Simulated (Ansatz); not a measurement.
# Cu: a failed or faulty run and its cure

System: Cu (1 atom in the cell).
Method of run A: DFT, PBE, plane waves, PAW, no spin polarisation (Ansatz 0.2.0).

The structure derives from a Materials Project entry. Some settings of this run were made unusual or wrong on purpose. Text and figures count atoms from 1; the logs count them from 0 in places.

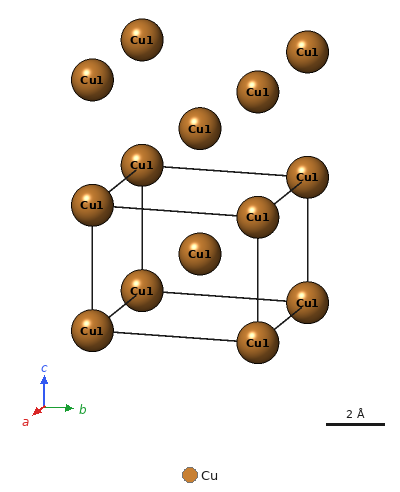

Figure 1. The structure as given in the input (spheres-only view of the cell 2 times as large as that of the calculation, set on its symmetry axes, repeated 1 × 1 × 2, seen slightly off an axis; atoms are numbered from 1 in the order of the input).

**The input, run A**
```yaml
crystal:
  lattice:
    - [-3.00365684, 3.00365684, 2.24663094]
    - [3.00365684, -3.00365684, 2.24663094]
    - [3.00365684, 3.00365684, -2.24663094]
  atoms:
    - { symbol: Cu, position: [0.0, 0.0, 0.0] }
basis:
  ecutwfc: 420
kpoints:
  mp_grid: { grid: [32, 32, 32] }
hamiltonian:
  xc: pbe
scf:
  occupations: { method: gaussian, width: 0.15 }
  max_iter: 80
output:
  forces: true
  eigenvalues: true
  stress: true
```

Launched with:
```bash
ansatz run input.yaml --threads 1 --pin off --max-ram 2560MiB --backend cpu --events-out ev --progress --plain --runs-dir out
```

Hardware: 1 thread of Intel Xeon (Sapphire Rapids), 64 GiB of memory available, shared host.

**Output, shortened to warnings, some set-up lines, iterations and results (run A)**
```
Basis set: ecut = 420 eV, 1583 PW (Γ), exchange–correlation on 72×72×72 points (8 copies of the dense FFT grid, shifted against one another)
Symmetry: 16 space group operations
k-points: 2393 of 32768
Initial density: superposition of atomic densities (neutral atoms: chi_scale 0, normalization atom), corrected by the library's trained network
[...]
SCF iter   1: F=—  HF=-6621.905981 eV  |F-HF|=—  |Δ(HF+E_count)|=         —  Δρ=1.70e-3  dr2=1.46e-3  ethr=1.77e-3  ⟨swp⟩=4.7  Hψ=162572  notcnv=0
SCF iter   2: F=—  HF=-6621.909497 eV  |F-HF|=—  |Δ(HF+E_count)|=   3.52e-3  Δρ=4.25e-3  dr2=9.34e-3  ethr=7.67e-6  ⟨swp⟩=2.0  Hψ=85956  notcnv=0
SCF iter   3: F=—  HF=-6621.907554 eV  |F-HF|=—  |Δ(HF+E_count)|=   1.94e-3  Δρ=1.33e-3  dr2=7.36e-4  ethr=7.67e-6  ⟨swp⟩=2.0  Hψ=56437  notcnv=0
SCF iter   4: F=—  HF=-6621.907486 eV  |F-HF|=—  |Δ(HF+E_count)|=   6.77e-5  Δρ=9.54e-5  dr2=1.32e-5  ethr=3.87e-6  ⟨swp⟩=2.0  Hψ=46645  notcnv=0
SCF iter   5: F=—  HF=-6621.907496 eV  |F-HF|=—  |Δ(HF+E_count)|=   9.68e-6  Δρ=1.54e-5  dr2=3.31e-7  ethr=6.95e-8  ⟨swp⟩=2.2  Hψ=46568  notcnv=0
SCF iter   6: F=-6621.907496 eV  HF=-6621.907496 eV  |F-HF|=8.24e-9  |Δ(HF+E_count)|=   5.52e-7  Δρ=2.40e-6  dr2=7.33e-9  ethr=5.26e-10  ⟨swp⟩=5.8  Hψ=143298  notcnv=0
SCF 1 converged in 6 iterations: F = -6621.907496 eV  dr2 = 7.33e-9
SCF converged after 6 iterations
Free energy (F): -6621.907496 eV
Harris-Foulkes:  -6621.907496 eV  (|F-HF|=8.24e-9)
Internal energy: -6621.892018 eV  (E = F + TS)
E sigma→0 (E₀):  -6621.899757 eV
Entropy (-TS):   -0.015479 eV (-15.479 meV/atom)
Fermi energy:    -1.426455 eV
--- Per-component energies (eV) ---
  E_band       = -662.030444
  E_kinetic    = 299.659313
  E_local      = -6904.342166  (includes V_loc(G=0)·N_el)
  E_nonlocal   = 412.697760
  E_hartree    = 3063.800217
  E_xc         = -83.264846
  E_vxc        = -106.859810  (∫ρ·V_xc dr)
  E_paw        = -1683.808867  (= ΣΔE_a)
  E_vpaw       = -490.792492  (= ΣTr[D̂ρ^β])
  E_aug_tail   = 0.000301  (compensation charges beyond the density's cutoff)
  E_ewald      = -1726.633729
  E_smearing   = -0.015479  (= −TS)
  E_closure    = 0.000000  (closes the sum)
  Σ components = -6621.907496   (vs F -6621.907496, Δ=0.00e0)
--- Forces (eV/Å), atoms counted from 1 ---
  atom   1  Cu    -0.00000000     0.00000000     0.00000000
  max |Σ_I F_I| component: 9.86e-32 eV/Å
--- Stress (GPa, compression-positive) ---
       -1.249915       0.000000       0.000000
        0.000000      -1.249915       0.000000
       -0.000000       0.000000      -2.337140
  P = ⅓ Tr σ = -1.6123 GPa (-16.123 kbar)
```

### What should be changed in this input?

The input was spoiled on purpose: a lattice typed in bohr (`crystal.lattice`). Numbers in bohr are read as ångström, so the cell is 1.89 times too large and the atoms hardly bond. The program still converged, but the numbers can't be taken as results for the intended system.

A run of the same system that converges differs from this input as follows (lines with − go, lines with + come):
```diff
-    - [-3.00365684, 3.00365684, 2.24663094]
-    - [3.00365684, -3.00365684, 2.24663094]
-    - [3.00365684, 3.00365684, -2.24663094]
+    - [-1.5576688684, 1.5576688684, 1.2378998216]
+    - [1.5576688684, -1.5576688684, 1.2378998216]
+    - [1.5576688684, 1.5576688684, -1.2378998216]
-  max_iter: 80
```

**Output, shortened to warnings, some set-up lines, iterations and results (run B)**
```
Basis set: ecut = 420 eV, 241 PW (Γ), exchange–correlation on 36×36×36 points (8 copies of the dense FFT grid, shifted against one another)
Symmetry: 16 space group operations
k-points: 2393 of 32768
Initial density: superposition of atomic densities (neutral atoms: chi_scale 0, normalization atom), corrected by the library's trained network
[...]
SCF iter   1: F=—  HF=-6625.107945 eV  |F-HF|=—  |Δ(HF+E_count)|=         —  Δρ=7.99e-4  dr2=2.11e-5  ethr=1.77e-3  ⟨swp⟩=5.1  Hψ=165634  notcnv=0
SCF iter   2: F=—  HF=-6625.108068 eV  |F-HF|=—  |Δ(HF+E_count)|=   1.23e-4  Δρ=5.03e-4  dr2=1.30e-5  ethr=1.11e-7  ⟨swp⟩=3.0  Hψ=82729  notcnv=0
SCF iter   3: F=—  HF=-6625.108085 eV  |F-HF|=—  |Δ(HF+E_count)|=   1.62e-5  Δρ=1.73e-4  dr2=1.29e-6  ethr=6.85e-8  ⟨swp⟩=2.1  Hψ=43830  notcnv=0
SCF iter   4: F=-6625.108086 eV  HF=-6625.108086 eV  |F-HF|=3.62e-9  |Δ(HF+E_count)|=   9.11e-7  Δρ=1.58e-5  dr2=1.21e-8  ethr=6.78e-9  ⟨swp⟩=2.0  Hψ=45495  notcnv=0
SCF iter   5: F=-6625.108086 eV  HF=-6625.108086 eV  |F-HF|=1.56e-9  |Δ(HF+E_count)|=   4.62e-9  Δρ=3.88e-6  dr2=2.77e-10  ethr=6.38e-11  ⟨swp⟩=1.0  Hψ=32910  notcnv=0
SCF iter   6: F=-6625.108086 eV  HF=-6625.108086 eV  |F-HF|=1.82e-12  |Δ(HF+E_count)|=   1.65e-9  Δρ=1.54e-7  dr2=5.37e-13  ethr=1.46e-12  ⟨swp⟩=2.6  Hψ=105101  notcnv=0
SCF 1 converged in 6 iterations: F = -6625.108086 eV  dr2 = 5.37e-13
SCF converged after 6 iterations
Free energy (F): -6625.108086 eV
Harris-Foulkes:  -6625.108086 eV  (|F-HF|=1.82e-12)
Internal energy: -6625.104485 eV  (E = F + TS)
E sigma→0 (E₀):  -6625.106285 eV
Entropy (-TS):   -0.003600 eV (-3.600 meV/atom)
Fermi energy:    16.440221 eV
--- Per-component energies (eV) ---
  E_band       = -365.747931
  E_kinetic    = 299.977895
  E_local      = -4097.025569  (includes V_loc(G=0)·N_el)
  E_nonlocal   = 390.034681
  E_hartree    = 1804.468488
  E_xc         = -89.501239
  E_vxc        = -115.495728  (∫ρ·V_xc dr)
  E_paw        = -1663.061284  (= ΣΔE_a)
  E_vpaw       = -452.176428  (= ΣTr[D̂ρ^β])
  E_aug_tail   = 0.000271  (compensation charges beyond the density's cutoff)
  E_ewald      = -3269.997729
  E_smearing   = -0.003600  (= −TS)
  E_closure    = 0.000000  (closes the sum)
  Σ components = -6625.108086   (vs F -6625.108086, Δ=0.00e0)
--- Forces (eV/Å), atoms counted from 1 ---
  atom   1  Cu    -0.00000000    -0.00000000    -0.00000000
  max |Σ_I F_I| component: 6.47e-31 eV/Å
--- Stress (GPa, compression-positive) ---
       -1.574826       0.000000      -0.000000
        0.000000      -1.574826       0.000000
       -0.000000       0.000000       9.623200
  P = ⅓ Tr σ = 2.1578 GPa (21.578 kbar)
```

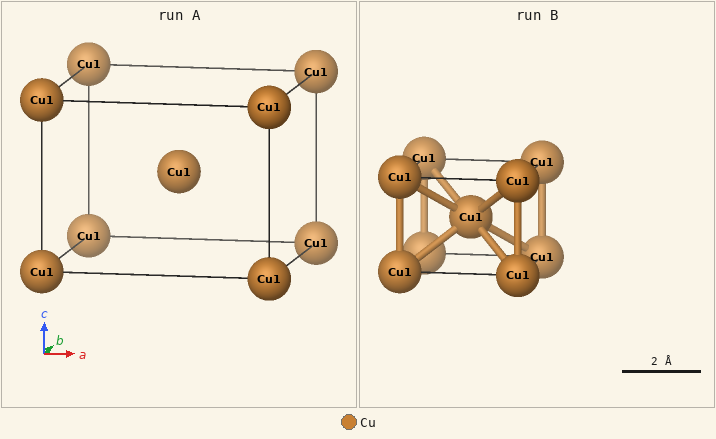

Figure 2. The two input geometries at one scale (ball-and-stick view of the cell 2 times as large as that of the calculation, set on its symmetry axes, seen slightly off an axis). No atom moves by more than 0.005 Å relative to the cell. The volume changes by −85.2 %, with a = b 6.007 → 3.115 Å (−48.1 %), c 4.493 → 2.476 Å (−44.9 %). Among the contacts that change: Cu1–Cu1 4.805 → 2.527 Å.

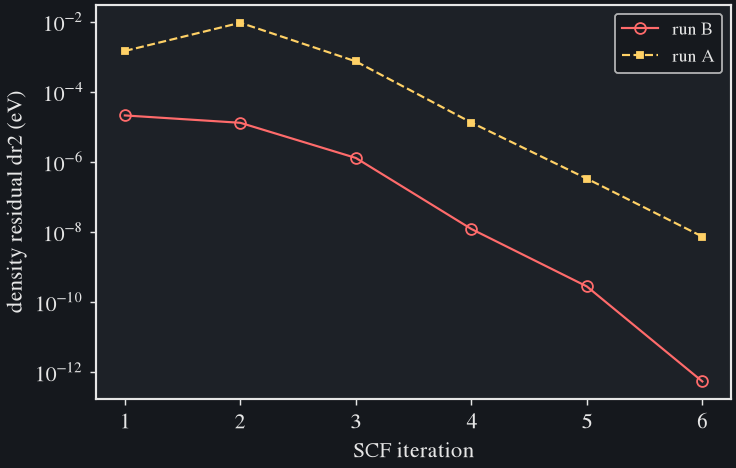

Figure 3. Convergence of the two runs: density residual dr2 against the SCF iteration. Run B takes 6 iterations in all, and run A takes 6.

**The two runs side by side**

| quantity | run A | run B |
| --- | --- | --- |
| outcome | converged | converged |
| free energy per atom (eV) | −6621.9075 | −6625.1081 |
| energy per atom, smearing taken to zero (eV) | −6621.8998 | −6625.1063 |
| gap on the mesh (eV) | 0.00 | 0.00 |
| pressure (GPa) | −1.61 | 2.16 |
| volume per atom (Å³) | 81.08 | 12.01 |
| largest force (eV/Å) | 0.000 | 0.000 |
| SCF iterations | 6 | 6 |
| irreducible k-points | 2393 | 2393 |
| plane waves at Γ | 1583 | 241 |
| wall time (shared host) | 71 s | 17 s |

With the same functional and potentials, run B lies 3200.6 meV per atom lower. The pressure goes from −1.61 to 2.16 GPa. The volume per atom goes from 81.08 to 12.01 Å³. The number of SCF iterations is the same. The plane waves at Γ go from 1583 to 241. On the same kind of shared host run B took about 0.23 times as long.
